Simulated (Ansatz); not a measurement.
Si32C31 (cell charge −1, with a compensating background) (cell with a defect)

Si32C31 (cell charge −1, with a compensating background) (cell with a defect), 63 atoms, a = 8.19 Å, b = 8.19 Å, c = 10.13 Å, α = 90.00°, β = 90.00°, γ = 98.21°.

Spin-polarised.

The calculation used DFT PBE, scalar-relativistic, plane waves, PAW (Ansatz 0.2.0).

Question: What can the converged valence pseudo-density and electron localisation function tell about the bonding?

Answer: Si–C (1.90 Å): ρ at the midpoint is about 0.87 e/Å³; the ELF peaks at about 0.95 between the atoms, as expected for localised, covalent bonding.
Si–C (1.90 Å): the density is about 0.87 e/Å³ at the midpoint; the ELF peaks at about 0.95 between the atoms (localised, covalent bonding).

Question: Does the calculation make it a metal, or give it a gap?

Answer: It is gapped, with a Kohn–Sham gap of 0.33 eV on the k-point mesh (the band edges may lie off the mesh, which would make the gap smaller).

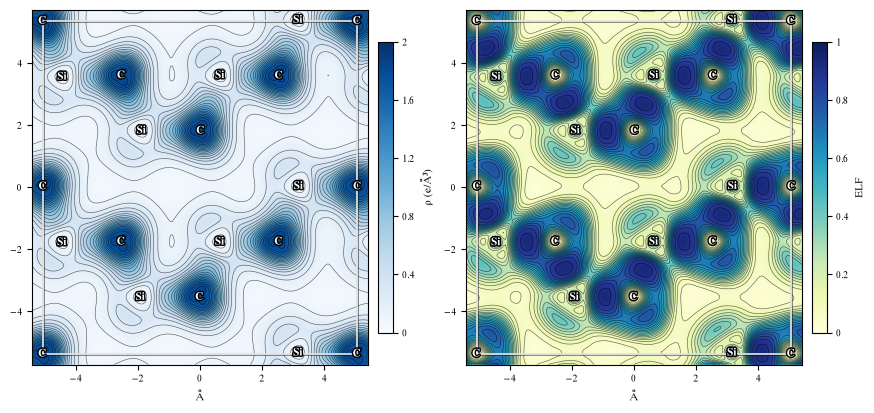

Computed valence pseudo-density and electron localisation function on the (11̄0) plane of the calculation cell, in this order. 

In a PAW calculation such maps are meaningful between the atoms, not at the nuclei.
